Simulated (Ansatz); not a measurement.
## Si: a changed input and its effect

System: Si (Pm-3m, 1 atom in the cell).
Method of run A: DFT, RPBE, plane waves (420 eV) with PAW, scalar-relativistic, no spin polarisation (Ansatz 0.2.0).

Text and figures count atoms from 1; the logs count them from 0 in places.

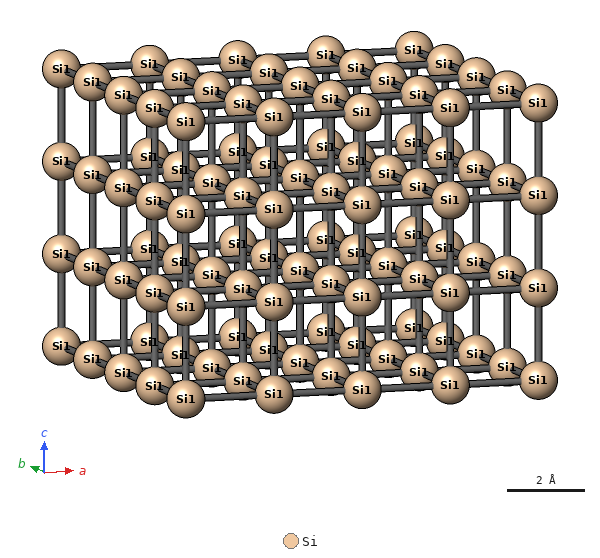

**Figure 1.** The structure (ball-and-stick view of the cell of the calculation, repeated 4 × 4 × 3, seen slightly off an axis; atoms are numbered from 1 in the order of the input). Near neighbours in the crystal (not all of them lie inside the picture): Si has 6 Si at 2.44 Å.

The input, run A:
```yaml
crystal:
  lattice:
    - [2.4357191024, 0.0, 0.0]
    - [0.0, 2.4357191024, 0.0]
    - [0.0, 0.0, 2.4357191024]
  atoms:
    - { symbol: Si, position: [0.0, 0.0, 0.0] }
hamiltonian:
  xc: rpbe
  pseudopotentials:
    kind: paw
    azcp:
      Si: "pseudopotentials/Si.paw.azcp"
basis:
  ecutwfc: 420
  fft_grid_basis: typed
kpoints:
  mp_grid: { grid: [14, 14, 14], shift: [0, 0, 0] }
magnetization:
  spin_polarized: false
scf:
  occupations: { method: fermi_dirac, width: 0.1 }
  lower_state_search: "off"
output:
  stress: true
```

Hardware: 2 threads of an Arm (aarch64) CPU, shared host.

Output, shortened to warnings, some set-up lines, iterations and results (run A):
```
Basis set: ecut = 420 eV, 257 PW (Γ)
Symmetry: 48 space group operations
k-points: 120 of 2744
Initial density: superposition of atomic densities (neutral atoms: chi_scale 0, normalization atom), corrected by the library's trained network
[...]
SCF iter   1: F=—  HF=-638.436311 eV  |F-HF|=—  |Δ(HF+E_count)|=         —  Δρ=1.99e-3  dr2=5.59e-4  ethr=1.77e-3  ⟨swp⟩=5.3  Hψ=6842  notcnv=0
SCF iter   2: F=—  HF=-638.436279 eV  |F-HF|=—  |Δ(HF+E_count)|=   3.21e-5  Δρ=9.26e-4  dr2=1.15e-4  ethr=1.40e-5  ⟨swp⟩=1.8  Hψ=1804  notcnv=0
SCF iter   3: F=—  HF=-638.436297 eV  |F-HF|=—  |Δ(HF+E_count)|=   1.79e-5  Δρ=8.27e-5  dr2=8.01e-7  ethr=2.87e-6  ⟨swp⟩=2.2  Hψ=970  notcnv=0
SCF iter   4: F=—  HF=-638.436298 eV  |F-HF|=—  |Δ(HF+E_count)|=   1.20e-6  Δρ=2.07e-5  dr2=4.40e-8  ethr=2.00e-8  ⟨swp⟩=2.4  Hψ=972  notcnv=0
SCF iter   5: F=-638.436298 eV  HF=-638.436298 eV  |F-HF|=7.95e-10  |Δ(HF+E_count)|=   6.55e-8  Δρ=5.93e-6  dr2=5.45e-9  ethr=1.10e-9  ⟨swp⟩=2.3  Hψ=977  notcnv=0
SCF iter   6: F=-638.436298 eV  HF=-638.436298 eV  |F-HF|=1.02e-12  |Δ(HF+E_count)|=   1.37e-9  Δρ=5.68e-7  dr2=5.13e-11  ethr=1.36e-10  ⟨swp⟩=1.1  Hψ=2052  notcnv=0
SCF 1 converged in 6 iterations: F = -638.436298 eV  dr2 = 5.13e-11
SCF converged after 6 iterations
Free energy (F): -638.436298 eV
Harris-Foulkes:  -638.436298 eV  (|F-HF|=1.02e-12)
Internal energy: -638.424129 eV  (E = F + TS)
E sigma→0 (E₀):  -638.430213 eV
Entropy (-TS):   -0.012169 eV (-12.169 meV/atom)
Fermi energy:    10.491718 eV
--- Per-component energies (eV) ---
  E_band       = 18.951089
  E_kinetic    = 42.535361
  E_local      = -1.837920  (includes V_loc(G=0)·N_el)
  E_nonlocal   = 25.677470
  E_hartree    = 1.433661
  E_xc         = -56.496741
  E_vxc        = -48.297909  (∫ρ·V_xc dr)
  E_paw        = -515.522198  (= ΣΔE_a)
  E_vpaw       = -1.993254  (= ΣTr[D̂ρ^β])
  E_aug_tail   = 0.000007  (compensation charges beyond the density's cutoff)
  E_ewald      = -134.189785
  E_core_change = -0.023983  (= ΣΔE_core)
  E_smearing   = -0.012169  (= −TS)
  E_closure    = 0.000000  (closes the sum)
  Σ components = -638.436298   (vs F -638.436298, Δ=0.00e0)
--- Stress (GPa, compression-positive) ---
       17.267327       0.000000       0.000000
       -0.000000      17.267327       0.000000
        0.000000      -0.000000      17.267327
  P = ⅓ Tr σ = 17.2673 GPa (172.673 kbar)
```

For run B the input was changed thus:
```diff
-    - [2.4357191024, 0.0, 0.0]
-    - [0.0, 2.4357191024, 0.0]
-    - [0.0, 0.0, 2.4357191024]
+    - [2.6396052632, 0.0, 0.0]
+    - [0.0, 2.6396052632, 0.0]
+    - [0.0, 0.0, 2.6396052632]
```

How does run B compare with run A?

With the same functional and potentials, run B lies 42.0 meV per atom lower. The pressure goes from 17.27 to −8.39 GPa. The volume per atom goes from 14.45 to 18.39 Å³. The number of SCF iterations is the same. The plane waves at Γ go from 257 to 365.

Output, shortened to warnings, some set-up lines, iterations and results (run B):
```
Basis set: ecut = 420 eV, 365 PW (Γ)
Symmetry: 48 space group operations
k-points: 120 of 2744
Initial density: superposition of atomic densities (neutral atoms: chi_scale 0, normalization atom), corrected by the library's trained network
[...]
SCF iter   1: F=—  HF=-638.478488 eV  |F-HF|=—  |Δ(HF+E_count)|=         —  Δρ=2.07e-3  dr2=9.60e-4  ethr=1.77e-3  ⟨swp⟩=5.0  Hψ=6736  notcnv=0
SCF iter   2: F=—  HF=-638.478332 eV  |F-HF|=—  |Δ(HF+E_count)|=   1.56e-4  Δρ=1.07e-3  dr2=2.60e-4  ethr=2.40e-5  ⟨swp⟩=1.7  Hψ=1796  notcnv=0
SCF iter   3: F=—  HF=-638.478324 eV  |F-HF|=—  |Δ(HF+E_count)|=   7.67e-6  Δρ=2.15e-4  dr2=1.19e-5  ethr=6.49e-6  ⟨swp⟩=2.5  Hψ=964  notcnv=0
SCF iter   4: F=—  HF=-638.478319 eV  |F-HF|=—  |Δ(HF+E_count)|=   5.70e-6  Δρ=1.99e-5  dr2=3.05e-8  ethr=2.97e-7  ⟨swp⟩=2.0  Hψ=958  notcnv=0
SCF iter   5: F=-638.478319 eV  HF=-638.478319 eV  |F-HF|=2.46e-9  |Δ(HF+E_count)|=   1.46e-7  Δρ=2.50e-6  dr2=9.51e-10  ethr=7.62e-10  ⟨swp⟩=2.0  Hψ=971  notcnv=0
SCF iter   6: F=-638.478319 eV  HF=-638.478319 eV  |F-HF|=2.10e-11  |Δ(HF+E_count)|=   2.88e-9  Δρ=8.38e-7  dr2=1.89e-10  ethr=2.38e-11  ⟨swp⟩=1.0  Hψ=2058  notcnv=0
SCF 1 converged in 6 iterations: F = -638.478319 eV  dr2 = 1.89e-10
SCF converged after 6 iterations
Free energy (F): -638.478319 eV
Harris-Foulkes:  -638.478319 eV  (|F-HF|=2.10e-11)
Internal energy: -638.464441 eV  (E = F + TS)
E sigma→0 (E₀):  -638.471380 eV
Entropy (-TS):   -0.013878 eV (-13.878 meV/atom)
Fermi energy:    7.320378 eV
--- Per-component energies (eV) ---
  E_band       = 9.922759
  E_kinetic    = 38.017055
  E_local      = -9.800597  (includes V_loc(G=0)·N_el)
  E_nonlocal   = 24.645873
  E_hartree    = 2.206520
  E_xc         = -54.552297
  E_vxc        = -45.689554  (∫ρ·V_xc dr)
  E_paw        = -515.132208  (= ΣΔE_a)
  E_vpaw       = -1.663100  (= ΣTr[D̂ρ^β])
  E_aug_tail   = 0.000007  (compensation charges beyond the density's cutoff)
  E_ewald      = -123.824811
  E_core_change = -0.023983  (= ΣΔE_core)
  E_smearing   = -0.013878  (= −TS)
  E_closure    = 0.000000  (closes the sum)
  Σ components = -638.478319   (vs F -638.478319, Δ=0.00e0)
--- Stress (GPa, compression-positive) ---
       -8.390700       0.000000       0.000000
       -0.000000      -8.390700      -0.000000
        0.000000       0.000000      -8.390700
  P = ⅓ Tr σ = -8.3907 GPa (-83.907 kbar)
```

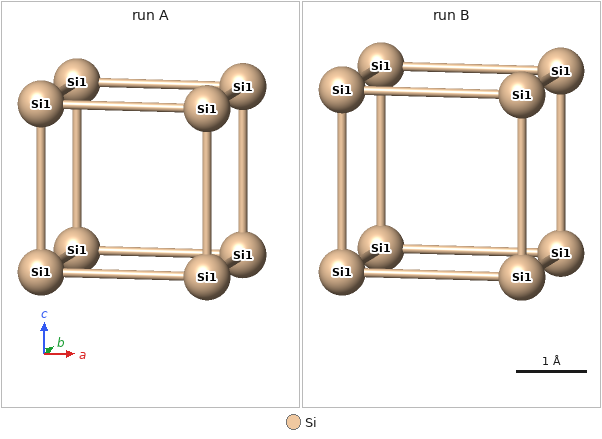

**Figure 2.** The two input geometries at one scale (ball-and-stick view of the cell of the calculation, seen slightly off an axis). No atom moves by more than 0.005 Å relative to the cell. The drawn cell changes as follows: a = b = c 2.436 → 2.640 Å (+8.4 %); the volume changes by +27.3 %. Among the contacts that change: Si1–Si1 2.436 → 2.640 Å.

The two runs side by side:

| quantity | run A | run B |
| --- | --- | --- |
| outcome | converged | converged |
| free energy per atom (eV) | −638.4363 | −638.4783 |
| energy per atom, smearing taken to zero (eV) | −638.4302 | −638.4714 |
| pressure (GPa) | 17.27 | −8.39 |
| volume per atom (Å³) | 14.45 | 18.39 |
| SCF iterations | 6 | 6 |
| irreducible k-points | 120 | 120 |
| plane waves at Γ | 257 | 365 |
| wall time (shared host) | 0.51 s | 0.54 s |

For run A: The cell is under a pressure of 17.3 GPa at this level, so it is not at its equilibrium volume. For run B: The cell is under a tension of 8.4 GPa at this level, so it is not at its equilibrium volume.
